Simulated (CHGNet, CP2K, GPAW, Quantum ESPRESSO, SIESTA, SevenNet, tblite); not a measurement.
# Running Sn(100)/C(100) interface (94 atoms) with CP2K, part 2 of 2

How do the settings of CP2K change the result for Sn(100)/C(100) interface (94 atoms)? A plane-wave run serves as the yardstick.

Program: CP2K 2026.2; the method stands at each step. Banners, paths, timers and routine set-up lines are dropped from the logs unmarked, and long logs keep their key lines alone; longer cuts are marked.

So far. Step 2 (PBE, DZVP-MOLOPT-SR, 450/50 Ry, diagonalisation): Forces lie 3.6 % from the reference's, at 0.26 times its CPU time. Step 3 (PBEsol, PBE potentials, DZVP-MOLOPT-SR, 450/50 Ry …): Against the first run (3.6 %), the force difference from the reference is 5.0 %, at 0.96 times the CPU time; the model has changed, so this is no error of the program alone.

## Step 4: PBE, DZVP-MOLOPT-SR, 157/50 Ry, diagonalisation

Method: Kohn-Sham DFT, PBE, GTH-PBE pseudopotentials, Gaussian and plane waves, DZVP-MOLOPT-SR-GTH, diagonalisation.

input.inp reads:

```
&GLOBAL
  PROJECT cell
  RUN_TYPE ENERGY_FORCE
  PRINT_LEVEL LOW
&END GLOBAL
&FORCE_EVAL
  METHOD QS
  &DFT
    BASIS_SET_FILE_NAME BASIS_MOLOPT
    POTENTIAL_FILE_NAME GTH_POTENTIALS
    &MGRID
      CUTOFF 157
      REL_CUTOFF 50
    &END MGRID
    &QS
      EPS_DEFAULT 1.0E-12
    &END QS
    &SCF
      SCF_GUESS ATOMIC
      EPS_SCF 5.0E-06
      MAX_SCF 200
      ADDED_MOS 42
      &DIAGONALIZATION
        ALGORITHM STANDARD
      &END DIAGONALIZATION
      &SMEAR ON
        METHOD FERMI_DIRAC
        ELECTRONIC_TEMPERATURE [K] 580
      &END SMEAR
      &MIXING
        METHOD BROYDEN_MIXING
        ALPHA 0.2
        NBROYDEN 12
        BETA 0.05
      &END MIXING
      &PRINT
        &RESTART OFF
        &END RESTART
      &END PRINT
    &END SCF
    &XC
      &XC_FUNCTIONAL PBE
      &END XC_FUNCTIONAL
    &END XC
    &PRINT
      &MULLIKEN ON
      &END MULLIKEN
      &HIRSHFELD ON
        SHAPE_FUNCTION DENSITY
      &END HIRSHFELD
      &MO ON
        EIGENVALUES T
        OCCUPATION_NUMBERS T
        MO_INDEX_RANGE 177 200
        &EACH
          QS_SCF 0
        &END EACH
        ADD_LAST NUMERIC
      &END MO
    &END PRINT
  &END DFT
  &SUBSYS
    &CELL
      A 9.09410 0.00000 0.00000
      B 0.00000 9.09410 0.00000
      C 0.00000 0.00000 23.44054
    &END CELL
    &COORD
      SCALED
      Sn 0.00391 0.99521 0.25745
      Sn 0.25505 0.00476 0.32296
      Sn 0.24857 0.25652 0.39511
      Sn 0.00633 0.25179 0.46435
      Sn 0.00060 0.49689 0.25332
      Sn 0.24902 0.49804 0.32691
      Sn 0.25411 0.75170 0.39719
      Sn 0.00287 0.75236 0.46626
      Sn 0.50459 0.00458 0.25678
      Sn 0.75225 0.99886 0.32625
      Sn 0.75693 0.25035 0.39846
      Sn 0.51138 0.25358 0.46525
      Sn 0.49336 0.50320 0.25550
      Sn 0.75576 0.49774 0.32091
      Sn 0.75168 0.74746 0.39603
      Sn 0.50401 0.75160 0.46662
      C 0.79064 0.88222 0.55467
      C 0.48441 0.84471 0.59413
      C 0.58929 0.92805 0.62850
      C 0.67863 0.80988 0.66745
[... 70 atom lines left out ...]
      C 0.90123 0.46579 0.63067
      C 0.98133 0.34361 0.66713
      C 0.86607 0.26894 0.70725
      C 0.01936 0.53825 0.74138
    &END COORD
    &KIND Sn
      BASIS_SET DZVP-MOLOPT-SR-GTH-q4
      POTENTIAL GTH-PBE-q4
    &END KIND
    &KIND C
      BASIS_SET DZVP-MOLOPT-SR-GTH-q4
      POTENTIAL GTH-PBE-q4
    &END KIND
  &END SUBSYS
  &PRINT
    &FORCES ON
    &END FORCES
  &END PRINT
&END FORCE_EVAL
```

The run is started by

```bash
$ OMP_NUM_THREADS=2 cp2k.psmp -i input.inp > output.txt
```

Numbers of over 12 decimals in the logs are rounded to 6 here.

What it wrote:

```text
CP2K| version string:                                       CP2K version 2026.2
 CP2K| Input file name                                                 input.inp
 GLOBAL| Basis set file name                                        BASIS_MOLOPT
 GLOBAL| Potential file name                                      GTH_POTENTIALS
 GLOBAL| Run type                                                   ENERGY_FORCE
 GLOBAL| Total number of message passing processes                             1
 GLOBAL| Number of threads for this process                                    2
 TOTAL NUMBERS AND MAXIMUM NUMBERS
  Total number of            - Atomic kinds:                                   2
                             - Atoms:                                         94
[... lines left out ...]
                        Smear method:                                FERMI_DIRAC
[... lines left out ...]
 Number of electrons:                                                        376
[... lines left out ...]
  Step     Update method      Time    Convergence         Total energy    Change
[... lines left out ...]
  *** SCF run converged in    31 steps ***
[... lines left out ...]
  Fermi energy:                                                 0.021907
  Total energy:                                              -496.316639
  Total energy (extrapolated to T->0):                       -496.309658
[... lines left out ...]
 MO| E(Fermi):            0.021907 a.u.          0.596118 eV
[... lines left out ...]
       2     Sn       1          4.096852                             -0.096852
       3     Sn       1          3.971708                              0.028292
[...]
93     C        2          4.110968                             -0.110968
      94     C        2          3.895875                              0.104125
 # Total charge                            376.000000                  0.000000
 !-----------------------------------------------------------------------------!
 !-----------------------------------------------------------------------------!
                           Hirshfeld Charges
  #Atom  Element  Kind  Ref Charge     Population                    Net charge
      1       Sn     1       4.000          3.939                         0.061
      2       Sn     1       4.000          4.064                        -0.064
      3       Sn     1       4.000          3.975                         0.025
[...]
93       C      2       4.000          4.025                        -0.025
     94       C      2       4.000          3.987                         0.013
  Total Charge                                                            0.000
 !-----------------------------------------------------------------------------!
 ENERGY| Total FORCE_EVAL ( QS ) energy [hartree]           -496.316579
 FORCES| Atomic forces [hartree/bohr]
 FORCES|   Atom     x               y               z               |f|
 FORCES|      1 -4.46699000E-03 -1.24079886E-03 -1.95890608E-02   2.01301983E-02
 FORCES|      2 -7.15884022E-04 -4.93040482E-04  2.22351789E-02   2.22521630E-02
 FORCES|      3  1.73620431E-02 -1.33740366E-02 -7.48782825E-03   2.31597273E-02
[...]
FORCES|     93 -6.20726946E-03  1.18860593E-02  2.94157444E-02   3.23279232E-02
 FORCES|     94  1.69118934E-02 -9.85274693E-03 -9.05747141E-03   2.15667928E-02
 FORCES| Sum     2.52932891E-03 -4.95831073E-03 -1.71317114E-03
 FORCES| Total atomic force                                       5.82385657E-03
```

It took 3.4 min on 2 threads of Arm Neoverse V2, shared host; peak memory 1.1 GiB.

Against the reference:

```
r.m.s. force component                          : 1.531 eV/Å
r.m.s. difference of force components           : 63.16 meV/Å
longest difference of force vectors             : 227.4 meV/Å
force difference over r.m.s. force              : 4.231 %
slope of forces against the reference's         : 1.025
correlation of force components                 : 0.9994
energy less the same-level run's                : -0.5011 meV/atom
r.m.s. force difference from the same-level run : 30.75 meV/Å
```

This is a coarse setting, run to see what it loses.

Against the first run (3.6 %), the force difference from the reference is 4.2 %, at 0.73 times the CPU time (on 2 against 4 cores): the grid matters here.

## Step 5: All runs compared

Differences are against the plane-wave reference, forces as r.m.s. over components; share is that over the reference's r.m.s. force, slope the least-squares factor from reference forces to these. Total energies of different programs have different zeros and aren't compared.

```tsv
run	Δ force, r.m.s. (meV/Å)	share (%)	slope	cores	CPU time	memory (GiB)
reference	-	-	-	4	35 min	4.3
CP2K PBE, DZVP-MOLOPT-SR, 450/50 Ry, diagonalisation	54.4	3.64	1.026	4	9 min	4.9
CP2K PBEsol, PBE potentials, DZVP-MOLOPT-SR, 450/50 Ry, diagonalisation	74.4	4.99	1.038	4	8.6 min	4.8
CP2K PBE, DZVP-MOLOPT-SR, 157/50 Ry, diagonalisation (coarse)	63.2	4.23	1.025	2	6.5 min	1.1
```

Rows marked coarse were listed beforehand as settings not expected to be converged; some can still land near the reference.

CPU time is summed over cores on a shared host, where runs went side by side, so it is rough. Symmetry, cutoffs, thresholds, outputs and thread counts weren't matched or tuned between programs; memory under MPI is the largest rank's times the ranks.

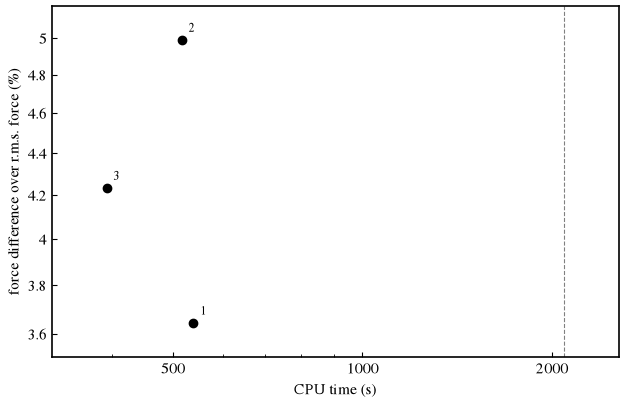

Force difference against CPU time; the dashed line marks the reference's time. Points: 1 CP2K PBE, DZVP-MOLOPT-SR, 450/50 Ry, diagonalisation; 2 CP2K PBEsol, PBE potentials, DZVP-MOLOPT-SR, 450/50 Ry, diagonalisation; 3 CP2K PBE, DZVP-MOLOPT-SR, 157/50 Ry, diagonalisation.

Mean charges by element (e), by run and scheme:

```tsv
run	scheme	Sn	C
CP2K PBE, DZVP-MOLOPT-SR, 450/50 Ry, diagonalisation	Mulliken	+0.06	-0.01
CP2K PBE, DZVP-MOLOPT-SR, 450/50 Ry, diagonalisation	Hirshfeld	+0.07	-0.01
CP2K PBEsol, PBE potentials, DZVP-MOLOPT-SR, 450/50 Ry, diagonalisation	Mulliken	+0.06	-0.01
CP2K PBEsol, PBE potentials, DZVP-MOLOPT-SR, 450/50 Ry, diagonalisation	Hirshfeld	+0.06	-0.01
```

Within one program, basis, potentials and functional, energies share a zero. Each run against its twin at the usual cutoff or grid and solver:

```tsv
run	twin	Δ energy (meV/atom)	Δ force, r.m.s. (meV/Å)	CPU time over the twin's
CP2K PBE, DZVP-MOLOPT-SR, 157/50 Ry, diagonalisation	DZVP-MOLOPT-SR, 450/50 Ry, diagonalisation	-0.501	30.7	0.73 (this twin ran on 4 cores)
```

A second geometry, displaced anew (every atom was moved at random, 0.08 Å r.m.s. a Cartesian component), gives an energy difference that all programs can be tested on. The reference puts it at 227.9 meV/atom.

```tsv
run	energy less the first geometry's (meV/atom)	error (meV/atom)	force share at the second geometry (%)
CP2K PBE, DZVP-MOLOPT-SR, 450/50 Ry, diagonalisation	232.3	4.40	2.73
CP2K PBEsol, PBE potentials, DZVP-MOLOPT-SR, 450/50 Ry, diagonalisation	232.7	4.76	3.75
CP2K PBE, DZVP-MOLOPT-SR, 157/50 Ry, diagonalisation	232.2	4.27	2.94
```

## Step 6: Results

| Property | Result |
| --- | --- |
| nearest in forces | CP2K PBE, DZVP-MOLOPT-SR, 450/50 Ry, diagonalisation, 3.6 % |
| its CPU time | 9 min |

**Reading.** The PBE run in local orbitals, coarse settings apart, differs by 3.6 % (CP2K PBE, DZVP-MOLOPT-SR, 450/50 Ry, diagonalisation); basis, grid and potentials can all enter. Rows with another functional or a dispersion term differ by 5.0 % (CP2K PBEsol, PBE potentials, DZVP-MOLOPT-SR, 450/50 Ry, diagonalisation), which mixes the change of model with differences of basis and potentials, some of them made for another functional. Runs with settings chosen to be coarse differ by 4.2 % (CP2K PBE, DZVP-MOLOPT-SR, 157/50 Ry, diagonalisation), their programs' other errors included. Of the electronic-structure runs that take under half the reference's CPU time, CP2K PBE, DZVP-MOLOPT-SR, 450/50 Ry, diagonalisation comes nearest, at 3.6 % in 9 min against 35 min. The mean charges agree among these rows within 0.01 e. The energy difference between the two geometries, 228 meV/atom in the reference, is met best by CP2K PBE, DZVP-MOLOPT-SR, 157/50 Ry, diagonalisation (coarse) (+4.27) and worst by CP2K PBEsol, PBE potentials, DZVP-MOLOPT-SR, 450/50 Ry, diagonalisation (+4.76). The potentials hold different valence shells: 536 electrons in the reference, 376 in CP2K with DZVP-MOLOPT-SR; this bears on time and differences. The host structure and its lattice constant were typed by rule, without a check against the phase diagram. The electronic-structure runs sample only Γ, in a cell whose shortest periodic width is 9 Å, which is coarse for a cell with partly filled levels.

[Also dropped from logs without a mark: logging warnings of Python, and SIESTA's first energy breakdown and zero terms.]

[Logs are printed without paths, hosts, clocks, repeated set-up lines and the standing remarks that a program may print on its own settings, such as how far it seeks lower states.]

[Hosts, paths, dates, database ids (printed as entryN), source tags and the programs' standing remarks are cut or masked in the printed files.]
